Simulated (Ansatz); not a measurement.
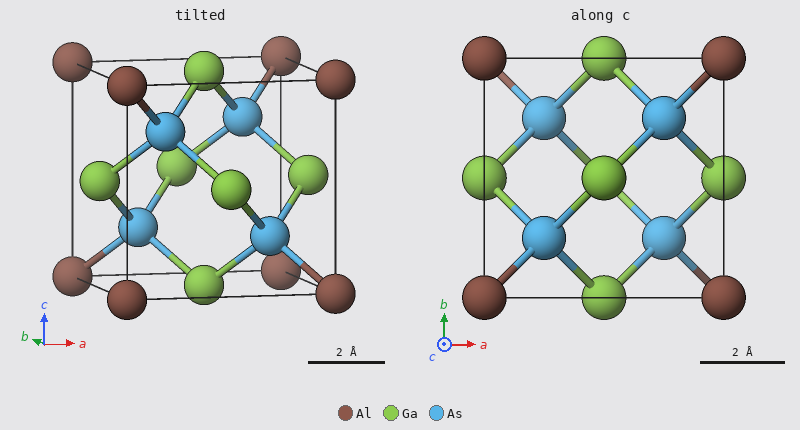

Crystal structure, ball-and-stick style, seen slightly off an axis and along the c axis. One conventional unit cell is framed, with atoms on its boundary repeated. Cell: a = 5.74 Å, b = 5.74 Å, c = 5.74 Å, α = 90.00°, β = 90.00°, γ = 90.00°.

The structure was taken from a structure type filled with these elements by a generator (whether the compound takes this form wasn't checked). Earlier steps of the study may have refined or changed the cell and positions. It went into a calculation with Ansatz.

**Describe the arrangement of the atoms.**

Its composition is AlGa3As4. The atoms follow space group P-43m (No. 215); the Bravais lattice is primitive cubic. Content of the cell: 1 Al, 3 Ga, 4 As (Z = 1). The neighbours of Al are four As in a tetrahedral arrangement at about 2.5 Å. Ga is linked to four As in a tetrahedral arrangement at about 2.5 Å. Each As atom has three Ga and one Al in a tetrahedral arrangement (about 2.5 Å to Ga, 2.5 Å to Al) around it. The bonds build a three-dimensional framework.

The numbers come from DFT PBE, scalar-relativistic, plane waves, PAW in Ansatz 0.2.0, using wavefunction cutoff 420 eV, k-grid 6×6×6, Gaussian smearing of 0.02 eV, no spin polarisation.

**Is it conducting or gapped at this level?**

A semiconductor at this level, with a gap of 0.54 eV, direct.

**List the Bader charges.**

Al +1.94 e; Ga +0.68 e; As -0.99 e.

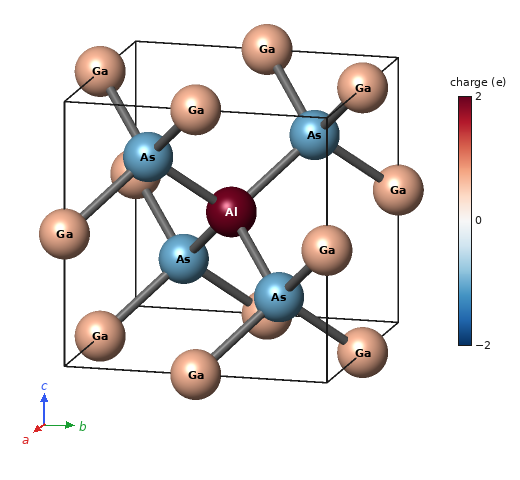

The atoms coloured by those charges. The run's cell of 8 atoms is drawn, so axes and origin can differ from the first picture.

**Can this geometry be taken as optimised?**

Yes. All forces vanish to within 0.01 eV/Å. The pressure is 0.0 GPa, close to zero.
